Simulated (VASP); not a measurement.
Run report: Mo, geometry relaxation (part 2 of 2)

Continued. System: Mo (Im-3m, 1 atom in the cell). Method: Kohn-Sham DFT of a periodic cell, PBE, VASP PAW PBE potentials, recommended, no spin polarisation (VASP 6.6.1); cutoff 520 eV, 18×18×18 k-mesh, Gaussian smearing of 0.1 eV. The structure derives from an entry of the Crystallography Open Database.

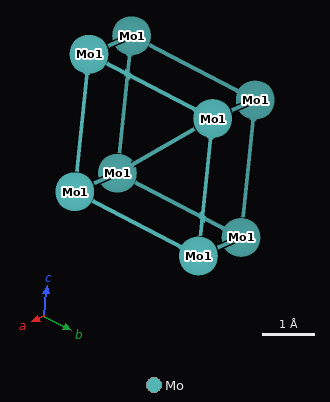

The geometry at step 2 of the log (ball-and-stick view of the cell of the calculation, seen slightly off an axis; atoms are numbered from 1 in the order of the input).

## Parts of OUTCAR, continued
```
  FORCE on cell =-STRESS in cart. coord.  units (eV):
  Direction    XX          YY          ZZ          XY          YZ          ZX
  --------------------------------------------------------------------------------------
  -------------------------------------------------------------------------------------
  Total        0.3884296      0.3884296      0.3884296     -0.0000000     -0.0000000      0.0000000
  in kB       39.9423022     39.9423022     39.9423022     -0.0000000     -0.0000000      0.0000000
  external PRESSURE =      39.9423022 kB  Pullay stress =       0.0000000 kB

 VOLUME and BASIS-vectors are now :
 -----------------------------------------------------------------------------
  energy-cutoff  :      520.00
  volume of cell :       15.58
      direct lattice vectors                 reciprocal lattice vectors
    -1.573415000  1.573415000  1.573415000     0.000000000  0.317780115  0.317780115
     1.573415000 -1.573415000  1.573415000     0.317780115  0.000000000  0.317780115
     1.573415000  1.573415000 -1.573415000     0.317780115  0.317780115  0.000000000

 POSITION                                       TOTAL-FORCE (eV/Angst)
 -----------------------------------------------------------------------------------
      0.00000      0.00000      0.00000         0.000000     -0.000000     -0.000000
 -----------------------------------------------------------------------------------
    total drift:                                0.000000     -0.000000     -0.000000

  FREE ENERGIE OF THE ION-ELECTRON SYSTEM (eV)
  ---------------------------------------------------
  free  energy   TOTEN  =       -10.9320404831 eV

  energy  without entropy=      -10.9295481308  energy(sigma->0) =      -10.93079431

--------------------------------------- Ionic step        2  -------------------------------------------

 number of electron      14.0000003 magnetization

------------------------ aborting loop because EDIFF is reached ----------------------------------------

  FORCE on cell =-STRESS in cart. coord.  units (eV):
  Direction    XX          YY          ZZ          XY          YZ          ZX
  --------------------------------------------------------------------------------------
  -------------------------------------------------------------------------------------
  Total       -0.9955456     -0.9955456     -0.9955456      0.0000000      0.0000000      0.0000000
  in kB      -96.8262776    -96.8262776    -96.8262776      0.0000000      0.0000000      0.0000000
  external PRESSURE =     -96.8262776 kB  Pullay stress =       0.0000000 kB

 VOLUME and BASIS-vectors are now :
 -----------------------------------------------------------------------------
  energy-cutoff  :      520.00
  volume of cell :       16.47
      direct lattice vectors                 reciprocal lattice vectors
    -1.602899030  1.602899030  1.602899030     0.000000000  0.311934807  0.311934807
     1.602899030 -1.602899030  1.602899030     0.311934807  0.000000000  0.311934807
     1.602899030  1.602899030 -1.602899030     0.311934807  0.311934807  0.000000000

 POSITION                                       TOTAL-FORCE (eV/Angst)
 -----------------------------------------------------------------------------------
     -1.60290      1.60290      1.60290         0.000000      0.000000     -0.000000
 -----------------------------------------------------------------------------------
    total drift:                               -0.000000     -0.000000      0.000000

  FREE ENERGIE OF THE ION-ELECTRON SYSTEM (eV)
  ---------------------------------------------------
  free  energy   TOTEN  =       -10.9142779397 eV

  energy  without entropy=      -10.9111545628  energy(sigma->0) =      -10.91271625

--------------------------------------- Ionic step        3  -------------------------------------------

 number of electron      14.0000004 magnetization

------------------------ aborting loop because EDIFF is reached ----------------------------------------

  FORCE on cell =-STRESS in cart. coord.  units (eV):
  Direction    XX          YY          ZZ          XY          YZ          ZX
  --------------------------------------------------------------------------------------
  -------------------------------------------------------------------------------------
  Total       -0.0055965     -0.0055965     -0.0055965      0.0000000      0.0000000     -0.0000000
  in kB       -0.5668397     -0.5668397     -0.5668397      0.0000000      0.0000000     -0.0000000
  external PRESSURE =      -0.5668397 kB  Pullay stress =       0.0000000 kB

 VOLUME and BASIS-vectors are now :
 -----------------------------------------------------------------------------
  energy-cutoff  :      520.00
  volume of cell :       15.82
      direct lattice vectors                 reciprocal lattice vectors
    -1.581377405  1.581377405  1.581377405     0.000000000  0.316180058  0.316180058
     1.581377405 -1.581377405  1.581377405     0.316180058  0.000000000  0.316180058
     1.581377405  1.581377405 -1.581377405     0.316180058  0.316180058  0.000000000

 POSITION                                       TOTAL-FORCE (eV/Angst)
 -----------------------------------------------------------------------------------
      0.00000      0.00000     -0.00000         0.000000     -0.000000     -0.000000
 -----------------------------------------------------------------------------------
    total drift:                                0.000000     -0.000000      0.000000

  FREE ENERGIE OF THE ION-ELECTRON SYSTEM (eV)
  ---------------------------------------------------
  free  energy   TOTEN  =       -10.9349086831 eV

  energy  without entropy=      -10.9322291295  energy(sigma->0) =      -10.93356891

--------------------------------------- Ionic step        4  -------------------------------------------

 number of electron      14.0000004 magnetization

 Free energy of the ion-electron system (eV)
  ---------------------------------------------------
  ext. energy  EPLUGINS =         0.00000000
  ---------------------------------------------------
  free energy    TOTEN  =       -10.93490950 eV

  energy without entropy =      -10.93223370  energy(sigma->0) =      -10.93357160

 E-fermi :  12.4250     XC(G=0): -13.3252     alpha+bet :-19.7577

 val. band max:       12.4032987982   @ k =   0.3889   0.1111   0.0000
 cond. band min:      12.4292804426   @ k =  -0.3889   0.4444   0.2778
 fundamental gap:      0.0259816444
 Fermi energy:        12.4249599111

 k-point     1 :       0.0000    0.0000    0.0000
  band No.  band energies     occupation
      1     -48.8718      2.00000
      2     -22.1643      2.00000
      3     -22.1643      2.00000
      4     -22.1643      2.00000
      5       5.2106      2.00000
      6      11.0659      2.00000
      7      11.0659      2.00000
      8      11.0659      2.00000
      9      14.0490      0.00000
     10      14.0490      0.00000
     11      27.2221      0.00000

 k-point     2 :       0.0556    0.0000    0.0000
  band No.  band energies     occupation
      1     -48.8643      2.00000
      2     -22.2079      2.00000
      3     -22.1778      2.00000
      4     -22.1646      2.00000
      5       5.3460      2.00000
      6      10.9897      2.00000
      7      11.0539      2.00000
      8      11.1922      2.00000
      9      13.9357      0.00000
     10      14.0509      0.00000
     11      27.3236      0.00000

 k-point     3 :       0.1111    0.0000    0.0000
  band No.  band energies     occupation
      1     -48.8428      2.00000
      2     -22.3322      2.00000
      3     -22.2164      2.00000
      4     -22.1655      2.00000
      5       5.7331      2.00000
      6      10.7780      2.00000
      7      11.0005      2.00000
      8      11.5659      2.00000
      9      13.6852      0.00000
     10      14.0618      0.00000
     11      27.5650      0.00000

 k-point     4 :       0.1667    0.0000    0.0000
  band No.  band energies     occupation
      1     -48.8097      2.00000
      2     -22.5194      2.00000
      3     -22.2750      2.00000
      4     -22.1669      2.00000
      5       6.3054      2.00000
      6      10.4730      2.00000
      7      10.8875      2.00000
      8      12.1710      1.99967
      9      13.4881      0.00000
     10      14.0938      0.00000
     11      27.7289      0.00000

 k-point     5 :       0.2222    0.0000    0.0000
  band No.  band energies     occupation
      1     -48.7687      2.00000
      2     -22.7443      2.00000
      3     -22.3462      2.00000
      4     -22.1686      2.00000
      5       6.9208      2.00000
      6      10.1262      2.00000
      7      10.8085      2.00000
      8      12.9789      0.00000
      9      13.4699      0.00000
     10      14.1594      0.00000
     11      27.4850      0.00000

 [... the levels of 18 k-points are left out ...]

 k-point    24 :       0.3889    0.1111    0.0000
  band No.  band energies     occupation
      1     -48.6192      2.00000
      2     -23.4301      2.00000
      3     -22.6327      2.00000
      4     -22.2336      2.00000
      5       7.5600      2.00000
      6       9.2150      2.00000
      7      12.4033      1.24065
      8      13.9486      0.00000
      9      15.0636      0.00000
     10      17.7130      0.00000
     11      23.9659      0.00000

 [... further k-points ...]

------------------------ aborting loop because EDIFF is reached ----------------------------------------

  FORCE on cell =-STRESS in cart. coord.  units (eV):
  Direction    XX          YY          ZZ          XY          YZ          ZX
  --------------------------------------------------------------------------------------
  -------------------------------------------------------------------------------------
  Total        0.0014249      0.0014249      0.0014249      0.0000000     -0.0000000      0.0000000
  in kB        0.1443687      0.1443687      0.1443687      0.0000000     -0.0000000      0.0000000
  external PRESSURE =       0.1443687 kB  Pullay stress =       0.0000000 kB

 VOLUME and BASIS-vectors are now :
 -----------------------------------------------------------------------------
  energy-cutoff  :      520.00
  volume of cell :       15.81
      direct lattice vectors                 reciprocal lattice vectors
    -1.581218157  1.581218157  1.581218157     0.000000000  0.316211901  0.316211901
     1.581218157 -1.581218157  1.581218157     0.316211901  0.000000000  0.316211901
     1.581218157  1.581218157 -1.581218157     0.316211901  0.316211901  0.000000000

 POSITION                                       TOTAL-FORCE (eV/Angst)
 -----------------------------------------------------------------------------------
      0.00000      0.00000     -0.00000        -0.000000      0.000000      0.000000
 -----------------------------------------------------------------------------------
    total drift:                                0.000000      0.000000      0.000000

  FREE ENERGIE OF THE ION-ELECTRON SYSTEM (eV)
  ---------------------------------------------------
  free  energy   TOTEN  =       -10.9349095018 eV

  energy  without entropy=      -10.9322336963  energy(sigma->0) =      -10.93357160

 reached required accuracy - stopping structural energy minimisation
```

## CONTCAR
```
Mo
   1.00000000000000
    -1.5812181568881194    1.5812181568881194    1.5812181568881194
     1.5812181568881194   -1.5812181568881194    1.5812181568881194
     1.5812181568881194    1.5812181568881194   -1.5812181568881194
  Mo
     1
Direct
     0.0000000000000000    0.0000000000000000    0.0000000000000000

  0.00000000E+00  0.00000000E+00  0.00000000E+00
```

## Trajectory as extended XYZ (Å, eV, eV/Å), 4 frames, from step=0 to step=3
```
1
Lattice="-1.5734 1.5734 1.5734 1.5734 -1.5734 1.5734 1.5734 1.5734 -1.5734" Properties=species:S:1:pos:R:3:forces:R:3 step=0 energy=-10.93204
Mo    0.0000    0.0000    0.0000    0.0000   0.0000   0.0000
1
Lattice="-1.6029 1.6029 1.6029 1.6029 -1.6029 1.6029 1.6029 1.6029 -1.6029" Properties=species:S:1:pos:R:3:forces:R:3 step=1 energy=-10.91428
Mo   -1.6029    1.6029    1.6029    0.0000   0.0000   0.0000
1
Lattice="-1.5814 1.5814 1.5814 1.5814 -1.5814 1.5814 1.5814 1.5814 -1.5814" Properties=species:S:1:pos:R:3:forces:R:3 step=2 energy=-10.93491
Mo    0.0000    0.0000    0.0000    0.0000   0.0000   0.0000
1
Lattice="-1.5812 1.5812 1.5812 1.5812 -1.5812 1.5812 1.5812 1.5812 -1.5812" Properties=species:S:1:pos:R:3:forces:R:3 step=3 energy=-10.93491
Mo    0.0000    0.0000    0.0000    0.0000   0.0000   0.0000
```

The run was set up as follows.

## INCAR
```
SYSTEM = Mo
ALGO = Normal
AMIX = 0.2
EDIFF = 1E-7
EDIFFG = -0.002
ENCUT = 520
GGA = PE
IBRION = 2
ISIF = 3
ISMEAR = 0
LASPH = .True.
LCHARG = .False.
LREAL = .False.
LWAVE = .False.
NELM = 100
NSW = 80
PREC = Accurate
SIGMA = 0.1
```

## KPOINTS
```
k-points
0
Gamma
  18 18 18
  0 0 0
```

## POSCAR
```
Mo
1.0
   -1.5734150000      1.5734150000      1.5734150000
    1.5734150000     -1.5734150000      1.5734150000
    1.5734150000      1.5734150000     -1.5734150000
Mo
1
Direct
    0.0000000000      0.0000000000      0.0000000000
```

Launched with:
```bash
cat potpaw_PBE.64/Mo_sv/POTCAR > POTCAR
mpirun -np 1 vasp_std > vasp.out
```

## Key numbers

```csv
quantity,value
outcome,converged
space group (tolerance 0.01 Å),Im-3m (229)
electrons treated,14
free energy,−10.9349 eV
Fermi energy,12.425 eV
gap on the k-point mesh,none (metallic)
pressure,0.01 GPa
final volume,15.81 Å³
largest force (length of the vector) at the end,under 0.001 eV/Å
final cell,"a = 2.739 Å, b = 2.739 Å, c = 2.739 Å, α = 109.47°, β = 109.47°, γ = 109.47°"
hardware,"1 thread of Intel Xeon (Granite Rapids), 64 GiB of memory available, shared host"
wall time,30 s
peak memory,0.15 GiB
```
